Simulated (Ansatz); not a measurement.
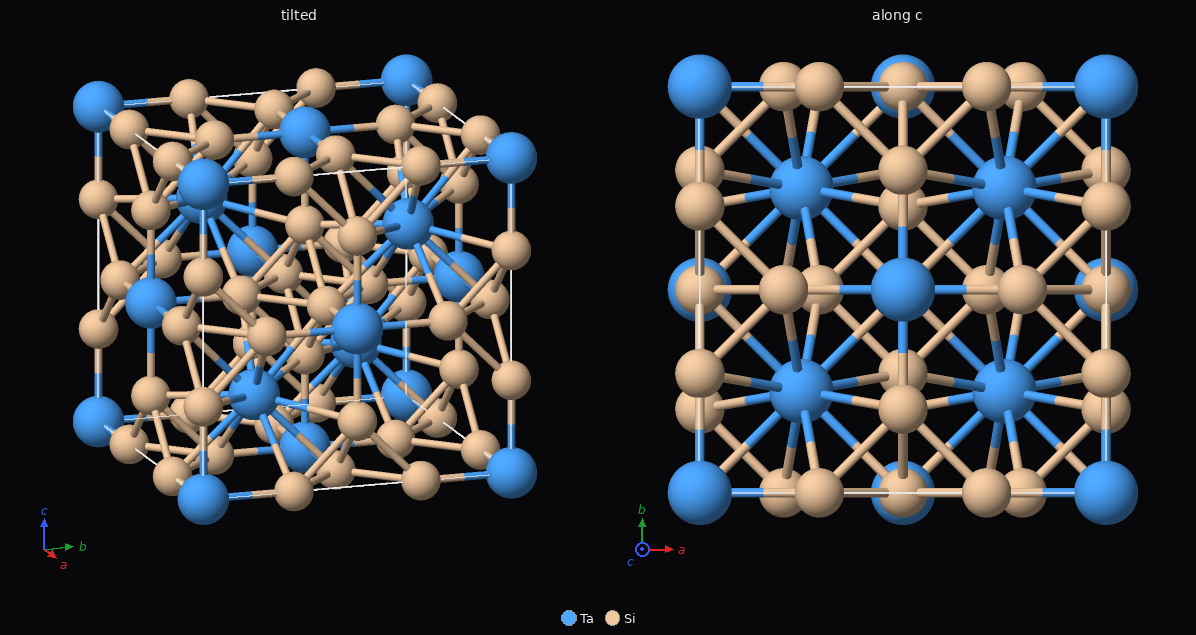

Ball-and-stick model, viewed slightly off an axis and along the c axis. The lines enclose the conventional unit cell; boundary atoms appear with their images. Cell: a = 8.36 Å, b = 8.36 Å, c = 8.36 Å, α = 90.00°, β = 90.00°, γ = 90.00°.

Provenance: a random cell made by a generator, so it need not be a real form of the compound. Earlier steps of the study may have refined or changed the cell and positions. It went into a calculation with Ansatz.

Q: Notes on the structure:

A: The formula is TaSi$_{3}$. Symmetry: F-43m (No. 216), face-centred cubic lattice. There are 32 atoms in the cell: 8 Ta, 24 Si. The Si atoms are each bonded to four Si and three Ta (about 2.4 Å to Si, 2.5 to 3.0 Å to Ta). Ta takes two kinds of site: 4a with six Si in an octahedral arrangement at about 2.5 Å; 4d with twelve Si at about 3.0 Å. Not all metal-metal contacts are counted. The bonds build a three-dimensional framework.

Level of theory and settings: DFT PBE, scalar-relativistic, plane waves, PAW (Ansatz 0.2.0), wavefunction cutoff 420 eV, k-points about 0.16 Å⁻¹ apart, Gaussian smearing of 0.1 eV, no spin polarisation.

Q: Is the electronic structure metallic or gapped?

A: A metal: bands cross the Fermi level.

Q: What Bader charges do the atoms carry?

A: Ta +0.58 to +1.12 e; Si -0.28 e.

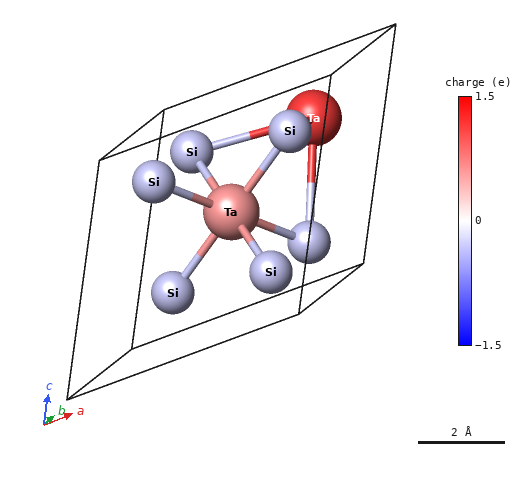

The atoms coloured by those charges. The run's cell of 8 atoms is drawn, so axes and origin can differ from the first picture.

Q: Does this geometry sit at a stationary point of the energy?

A: Yes. All forces vanish to within 0.01 eV/Å. The pressure is 0.0 GPa, close to zero.
